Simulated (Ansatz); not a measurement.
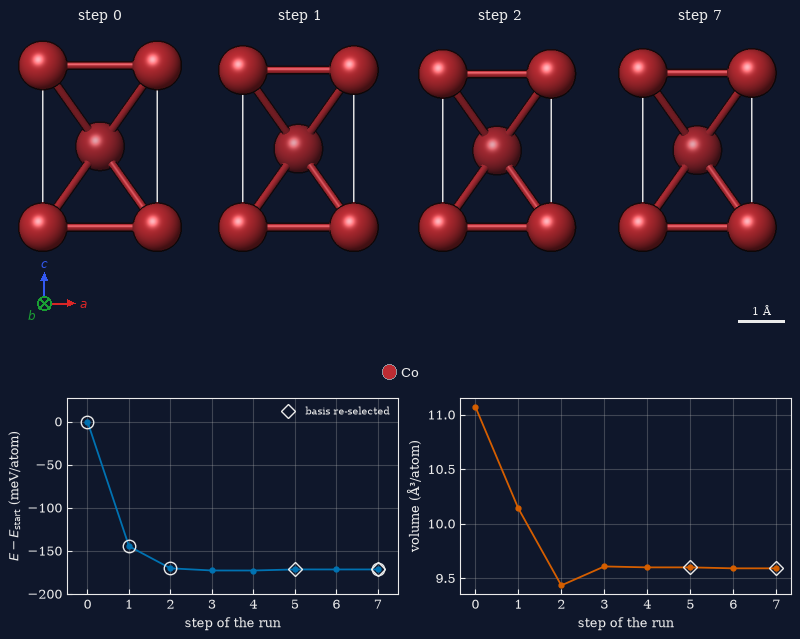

Frames of a relaxation of a crystal of Co (a generated structure, set up in Fm-3m), marked on the history of the run. A ball-and-stick model of the cell of the calculation, seen along the b axis.

Phase: fcc.

Level of theory: DFT, LDA (PW92), plane waves (420 eV) with PAW, scalar-relativistic in Ansatz.

The input:
```yaml
crystal:
  lattice:
    - [2.5018880127, 0.0, 0.0]
    - [0.0, 2.5018880127, 0.0]
    - [0.0, 0.0, 3.5382039592]
  atoms:
    - { symbol: Co, position: [0.0, 0.0, 0.0], spin: 1.7 }
    - { symbol: Co, position: [0.5, 0.5, 0.5], spin: -1.7 }
hamiltonian:
  xc: lda
  pseudopotentials:
    kind: paw
    azcp:
      Co: "pseudopotentials/Co.paw.azcp"
basis:
  ecutwfc: 420
  fft_grid_basis: typed
kpoints:
  mp_grid: { grid: [12, 12, 9], shift: [0, 0, 0] }
magnetization:
  spin_polarized: true
scf:
  occupations: { method: fermi_dirac, width: 0.05 }
relax:
  max_steps: 60
  f_tol: 0.01
  cell: {}
output:
  write_density: true
  write_potential: true
  elf: true
  volumetric_format: npy
```

### What happens along the run?

Over 5 accepted moves (7 points after the start) the energy falls by 172 meV per atom. All forces vanish by symmetry, so only the cell relaxes. The pressure goes from −32.28 to 0.00 GPa. At 2 points the geometry stayed and the basis and grid were re-selected for the new cell (energy shift of 1.2 meV per atom at most each time). No atom moves by more than 0.005 Å relative to the cell. The volume changes by −13.4 %, with a = b 2.502 → 2.385 Å (−4.7 %), c 3.538 → 3.372 Å (−4.7 %). Some distances before and after: Co1–Co2 2.502 → 2.385 Å, Co1–Co1 2.502 → 2.385 Å. The space group stays Fm-3m (No. 225). The program noted that a PAW file was made for another functional than the run's, and that the starting moments weren't kept. From step 0 to 1: volume −8.4 %, energy −145 meV per atom. From step 1 to 2: volume −7.0 %, energy −25.6 meV per atom. From step 2 to 7: volume +1.7 %, energy −1.3 meV per atom.

| step | E − E(0), meV/atom | pressure, GPa | volume, Å³/atom | note |
| --- | --- | --- | --- | --- |
| 0 | 0.00 | -32.28 | 11.074 |  |
| 1 | -144.64 | -15.20 | 10.140 |  |
| 2 | -170.28 | 5.70 | 9.434 |  |
| 3 | -172.79 | -0.28 | 9.608 |  |
| 4 | -172.82 | 0.00 | 9.599 |  |
| 5 | -171.58 | -0.29 | 9.599 | same geometry, new basis |
| 6 | -171.60 | 0.00 | 9.590 |  |
| 7 | -171.59 | 0.00 | 9.590 | same geometry, new basis |
